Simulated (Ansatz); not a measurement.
## Mo: single-point calculation

System: Mo (Im-3m, 1 atom in the cell).
Method: DFT PBE, scalar-relativistic, plane waves, PAW, no spin polarisation (Ansatz 0.2.0).

It belongs to a series of runs on one base structure; here: volume 15.826 Å³/atom. Figures and captions count atoms from 1; the log counts them from 0 in places.

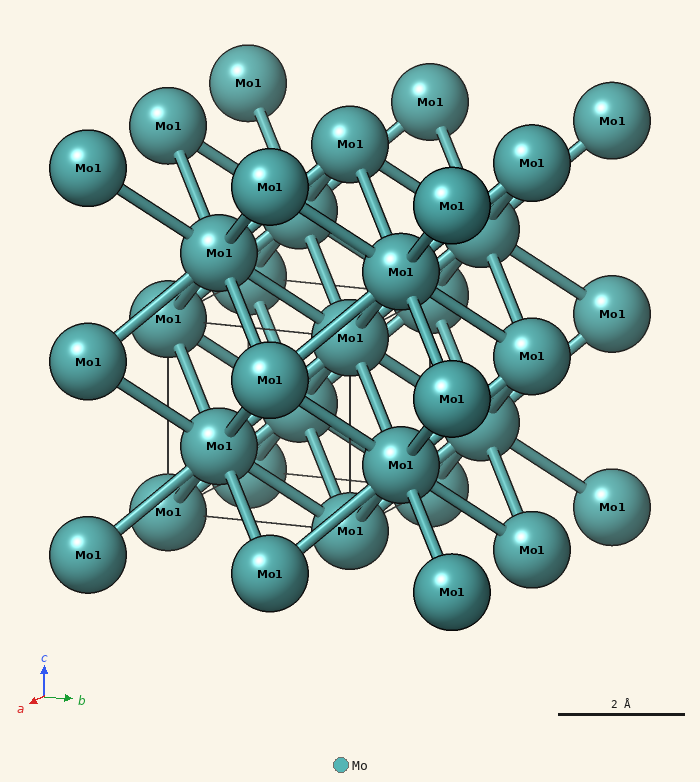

Figure 1. The structure (ball-and-stick view of the cell 2 times as large as that of the calculation, set on its symmetry axes, repeated 2 × 2 × 2, seen slightly off an axis; atoms are numbered from 1 in the order of the input).

## Input file
```yaml
crystal:
  lattice:
    - [-1.5816278584, 1.5816278584, 1.5816278584]
    - [1.5816278584, -1.5816278584, 1.5816278584]
    - [1.5816278584, 1.5816278584, -1.5816278584]
  atoms:
    - { symbol: Mo, position: [0.0, 0.0, 0.0] }
basis:
  ecutwfc: 600
  ecutrho_ratio: 5
kpoints:
  mp_grid: { grid: [8, 8, 8] }
hamiltonian:
  xc: pbe
scf:
  occupations: { method: gaussian, width: 0.05 }
output:
  forces: true
  stress: true
  eigenvalues: true
```

Machine: 2 threads of an Arm (aarch64) CPU, shared host.

## Log
```
Engine: ansatz 0.2.0, aarch64-unknown-linux-gnu
Pseudopotentials: kind: paw
Pseudopotential: Mo, paw, valence charge 14, recommended cutoff 420 eV (normal), Mo.paw.azcp
Functional definition: PBE
  parameter kappa = 0.804
  parameter beta = 0.06672455060314922
  exchange = pbe_x(kappa = kappa, mu = beta*pi^2/3)
  correlation = pbe_c(beta = beta)
Crystal: 1 atoms, lattice volume = 15.826 Å³
Basis set: ecut = 600 eV, 531 PW (Γ), exchange–correlation on 50×50×50 points (8 copies of the dense FFT grid, shifted against one another)
Bands: 11, of which v1, the nominal top of the filled ones, is band 7 counted from 1 (6 counted from 0)
Symmetry: 48 space group operations
Space group: Im-3m (ITA 229), of the structure as read, at distance tolerance 2.5e-5 Å
k-points: 29 of 512
Non-local potential: Mo, projectors of the file, l = 0: 3, l = 1: 2, l = 2: 2, l = 3: 1
PAW form: soft (Blöchl's): semilocal exchange-correlation on the pseudo side does not see the compensation charge
PAW one-centre angular grid: Mo, 590 points (default); XC on 64 Gauss nodes
Initial density: superposition of atomic densities (neutral atoms: chi_scale 0, normalization atom), corrected by the library's trained network
Initial wavefunctions: pseudopotential atomic-orbital guess
Functional: x = pbe(κ = 0.804, μ = 0.2195149727645171), c = pbe(β = 0.06672455060314922)
SCF iter   1: F=—  HF=-4956.001375 eV  |F-HF|=—  |Δ(HF+E_count)|=         —  Δρ=2.93e-3  dr2=9.32e-4  ethr=1.77e-3  ⟨swp⟩=5.1  Hψ=1940  notcnv=0
preconditioner: auto → none  [insulator: Δε(μ)=0.134 eV  Ē_g=8.212 eV  σ=0.050 eV  W_gap=0.50  n_scr=0 (ndim 8)  ℏωp=22.9 eV  f_vac=0.000  D(μ)=1.08/eV (n_scr^D=12)  ε∞_Penn≈8.8]
SCF iter   2: F=—  HF=-4956.001269 eV  |F-HF|=—  |Δ(HF+E_count)|=   1.06e-4  Δρ=1.39e-3  dr2=1.25e-4  ethr=6.65e-6  ⟨swp⟩=2.4  Hψ=733  notcnv=0
SCF iter   3: F=—  HF=-4956.001278 eV  |F-HF|=—  |Δ(HF+E_count)|=   8.44e-6  Δρ=3.52e-4  dr2=1.12e-5  ethr=8.91e-7  ⟨swp⟩=1.6  Hψ=392  notcnv=0
SCF iter   4: F=—  HF=-4956.001277 eV  |F-HF|=—  |Δ(HF+E_count)|=   8.57e-7  Δρ=4.52e-5  dr2=7.54e-8  ethr=7.98e-8  ⟨swp⟩=2.2  Hψ=411  notcnv=0
iter 5 did not close the SCF: its close was put off for the readings that it lacked (scf_convergence_deferred on its scf_iter line)
SCF iter   5: F=-4956.001277 eV  HF=-4956.001277 eV  |F-HF|=3.39e-9  |Δ(HF+E_count)|=   1.51e-8  Δρ=1.21e-5  dr2=6.65e-9  ethr=5.39e-10  ⟨swp⟩=2.6  Hψ=513  notcnv=0
SCF iter   6: F=-4956.001277 eV  HF=-4956.001277 eV  |F-HF|=1.07e-10  |Δ(HF+E_count)|=   2.23e-9  Δρ=3.28e-6  dr2=3.74e-10  ethr=4.75e-11  ⟨swp⟩=1.4  Hψ=1008  notcnv=0
SCF 1 converged in 6 iterations: F = -4956.001277 eV  dr2 = 3.74e-10
  greatest PAW one-centre occupation: 0.998 electrons in one spin orbital (limit 2), on the Mo atom at site 0 (counted from 0), in its partial waves of l = 0
SCF converged after 6 iterations
Free energy (F): -4956.001277 eV
Harris-Foulkes:  -4956.001277 eV  (|F-HF|=1.07e-10)
Internal energy: -4955.999941 eV  (E = F + TS)
E sigma→0 (E₀):  -4956.000609 eV
Entropy (-TS):   -0.001336 eV (-1.336 meV/atom)
Fermi energy:    20.673362 eV
--- Per-component energies (eV) ---
  E_band       = -59.008420
  E_kinetic    = 440.511743
  E_local      = -792.467155  (includes V_loc(G=0)·N_el)
  E_nonlocal   = 142.433189
  E_hartree    = 261.625595
  E_xc         = -183.458664
  E_vxc        = -228.966235  (∫ρ·V_xc dr)
  E_paw        = -3201.140172  (= ΣΔE_a)
  E_vpaw       = -143.771007  (= ΣTr[D̂ρ^β])
  E_aug_tail   = -0.000004  (compensation charges beyond the density's cutoff)
  E_ewald      = -1623.504473
  E_smearing   = -0.001336  (= −TS)
  E_closure    = -0.000000  (closes the sum)
  Σ components = -4956.001277   (vs F -4956.001277, Δ=0.00e0)
--- Forces (eV/Å), atoms counted from 1 ---
  atom   1  Mo    -0.00000000    -0.00000000     0.00000000
  max |Σ_I F_I| component: 7.06e-33 eV/Å
--- Stress (GPa, compression-positive) ---
       -0.001424       0.000000       0.000000
       -0.000000      -0.001424       0.000000
       -0.000000       0.000000      -0.001424
  P = ⅓ Tr σ = -0.0014 GPa (-0.014 kbar)
--- Band table (eV; the first three rows and the last of 29) ---
  k-point 0: bands = ["-40.4918", "-13.7774", "-13.7774", "-13.7774", "13.6157", "19.4561", "19.4561", "19.4561", "22.4338", "22.4338", "35.4789"]
  k-point 1: bands = ["-40.4557", "-13.9864", "-13.8423", "-13.7788", "14.2662", "19.1003", "19.3687", "20.0860", "22.0107", "22.4527", "35.8780"]
  k-point 2: bands = ["-40.3674", "-14.4728", "-13.9960", "-13.7825", "15.5732", "18.3465", "19.2547", "21.8324", "21.9135", "22.5925", "35.4521"]
  k-point 28: bands = ["-40.0633", "-14.7060", "-14.7060", "-14.7060", "15.4602", "15.4602", "24.7001", "24.7001", "24.7001", "29.7560", "29.7560"]
```

## Summary

| quantity | value |
| --- | --- |
| outcome | converged |
| space group (tolerance 0.01 Å) | Im-3m (229) |
| electrons treated | 14 |
| free energy | −4956.0013 eV |
| Fermi energy | 20.673 eV |
| gap on the k-point mesh | none (metallic) |
| pressure | 0.00 GPa |
| largest force (length of the vector) | under 0.001 eV/Å |
| peak memory | 0.26 GiB |
